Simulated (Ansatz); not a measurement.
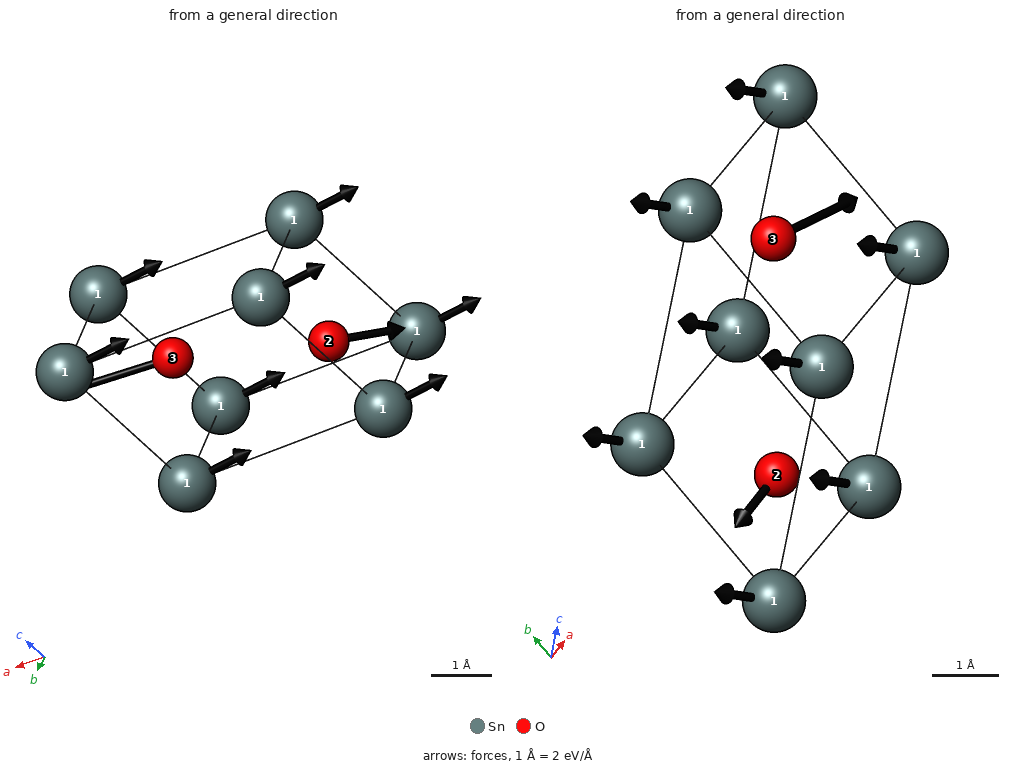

Shown here is a spheres-only view of the crystal, taken from two general directions. The wireframe shows the simulation cell. The arrows are the computed forces on the atoms.

System: SnO2. Calculation details: DFT PBE, scalar-relativistic, plane waves, PAW in Ansatz 0.2.0; a cutoff energy of 420 eV, 12×12×12 k-mesh, Gaussian smearing of 0.1 eV, no spin polarisation.

### Is this an equilibrium geometry?

No. The atoms still feel forces of up to about 3.6 eV/Å, far above a usual threshold of 0.01 to 0.03 eV/Å.

### Where is the maximum force, and how large is it?

O3, about 3.6 eV/Å.

### On average, how strongly is each element pushed?

Mean magnitudes: about Sn 1.7 eV/Å, O 2.8 eV/Å.

Origin of the cell: a structure listed in the Materials Project. The cell was then strained or its atoms displaced on purpose. A calculation with Ansatz used it as input.
